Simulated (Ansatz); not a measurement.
AlN (space group Cmcm, No. 63). Coordinates: the geometry relaxed with DFT, PBEsol, plane waves, PAW (Ansatz 0.2.0).

```cif
data_structure
_symmetry_space_group_name_H-M 'Cmcm'
_symmetry_Int_Tables_number 63
_cell_length_a 2.7462
_cell_length_b 11.0469
_cell_length_c 2.7581
_cell_angle_alpha 90.000
_cell_angle_beta 90.000
_cell_angle_gamma 90.000
_cell_volume 83.67
loop_
_atom_site_label
_atom_site_type_symbol
_atom_site_symmetry_multiplicity
_atom_site_Wyckoff_symbol
_atom_site_fract_x
_atom_site_fract_y
_atom_site_fract_z
_atom_site_occupancy
Al1 Al 4 c 0.00000 0.65879 0.75000 1
N1 N 4 c 0.50000 0.65212 0.25000 1
```

Describe how the polyhedra about Al are linked (bonds: Al–N below 2.4 Å).

Al: AlN5 square pyramid, sharing corners with four neighbours and edges with eight neighbours.

They form layers of corner- and edge-sharing square pyramids parallel to (010).

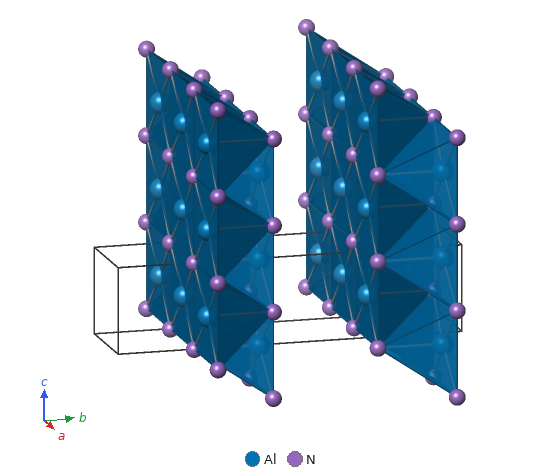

Polyhedra are drawn about Al (bonds: Al–N below 2.4 Å); other atoms are plain spheres.
